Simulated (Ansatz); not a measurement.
**WS2: density, localisation and related maps**

The calculation's input:

```
crystal:
  lattice:
    - [3.1832085602, 0.0, 0.0]
    - [-1.5916042801, 2.7567394786, 0.0]
    - [0.0, 0.0, 23.66876325]
  atoms:
    - { symbol: W, position: [0.6666666667, 0.3333333333, 0.36268246] }
    - { symbol: W, position: [0.3333333333, 0.6666666667, 0.63731754] }
    - { symbol: S, position: [0.6666666667, 0.3333333333, 0.70318389] }
    - { symbol: S, position: [0.3333333333, 0.6666666667, 0.42855817] }
    - { symbol: S, position: [0.6666666667, 0.3333333333, 0.57144183] }
    - { symbol: S, position: [0.3333333333, 0.6666666667, 0.29681611] }
hamiltonian:
  xc: pbesol
  pseudopotentials: { kind: paw }
kpoints:
  mp_grid: { grid: [10, 10, 2] }
scf:
  occupations: { method: fermi_dirac, width: 0.05 }
output:
  forces: true
  stress: true
  eigenvalues: true
  write_density: true
  write_potential: true
  elf: true
  volumetric_format: npy
relax:
  f_tol: 0.01
  max_steps: 40
  cell: { stress_tol: 0.05 }
```

Command:

```sh
ansatz run input.yaml --threads 2 --pin off --max-ram 5632MiB --backend cpu --events-out ev --progress --plain --runs-dir out
```

Below, planes, directions and counts refer to the conventional cell (a = 3.15 Å, b = 3.15 Å, c = 23.57 Å, α = 90.00°, β = 90.00°, γ = 120.00°).

The fields are those of the relaxed geometry.

Space group P-3m1; a structure from a database of computed crystals, not necessarily the ambient phase.

Method: Kohn-Sham DFT of a periodic cell, PBEsol, Ansatz PAW (Ansatz 0.2.0).

In a PAW calculation such maps are meaningful between the atoms, not at the nuclei.

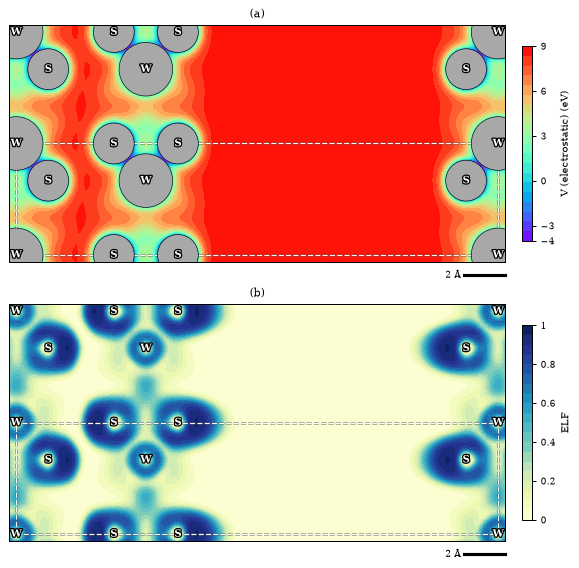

Figure 1. (a) electrostatic potential energy of an electron; (b) electron localisation function on the (110) plane of the conventional cell. Grey discs cover the atomic cores in the potential map.

**Read the bonding off the picture.**

The section cuts through W and S sites.
W–S (2.40 Å): the ELF peaks at about 0.85 in the valence shell of S, 0.8 Å from its nucleus, and is about 0.50 at the midpoint.
The features right at W lie inside the PAW spheres, where the map follows smoothed inner orbitals and isn't to be read closely.
Outside the cores the potential energy rises away from the atoms and is highest about 2.9 Å from the nearest atoms; its zero is arbitrary.

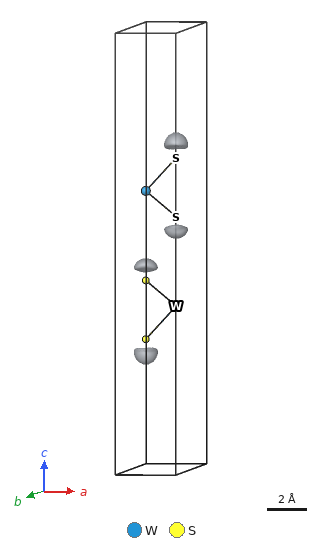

Figure 2. Isosurface of the electron localisation function at 0.9 (grey), seen at an oblique angle. Core shells and regions of very low density are left out. Sticks mark near contacts.

**Describe the localisation domains.**

The ELF exceeds this value in four lobes on S, pointing away from the bonds (lone pairs), counted in one cell of 6 atoms. Regions shared between cells count once.

**Does the calculation give a band gap?**

It is gapped, with a Kohn–Sham gap of 1.6 eV on the k-point mesh, an upper bound to the gap of this method.
